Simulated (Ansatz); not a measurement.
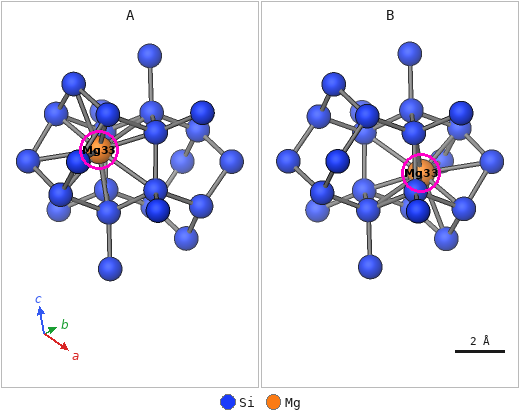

The two relaxed end points of a path for a defect cell of composition MgSi32 (cell charge +2) (33 atoms in the cell). The picture is a ball-and-stick view of the atoms within 5.2 Å of the middle of the path, seen slightly off an axis. The moving atom is ringed, with any periodic copies. Bonds to atoms that aren't drawn are left out.

Method: Ansatz, DFT PBE, scalar-relativistic, plane waves, PAW.

Settings: plane-wave cutoff 420 eV; k-point mesh 2 × 2 × 2; Gaussian smearing 0.02 eV; 5 movable images; climbing image.

### Predict the minimum-energy path and its barrier.

The two ends have the same energy, and the highest point, image 3, lies 1.49 eV above the start. The Mg atom travels furthest, 3.18 Å from end to end, along [1 1 0], on a straight line. At the highest image its nearest neighbour (Si) is 2.45 Å away, against 2.62 Å at the start, and the surrounding atoms stand up to 0.15 Å off the mean of their end positions. The band converged in 4 iterations. The largest component of the band force went from 2.2 to 0.0099 eV/Å. The climbing image converged on the top of the path. Its curvatures weren't checked.

Energies of the converged images:

| image | path (Å) | E (eV) |
| --- | --- | --- |
| 0 | 0.00 | 0.000 |
| 1 | 0.56 | 0.318 |
| 2 | 1.13 | 1.077 |
| 3 | 1.69 | 1.491 |
| 4 | 2.25 | 1.077 |
| 5 | 2.82 | 0.318 |
| 6 | 3.38 | 0.000 |

The geometry at the top of the path:

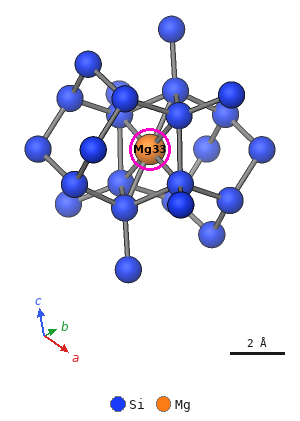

Limits of the set-up: the cell is charged, on a uniform background, and energies carry no finite-size correction.
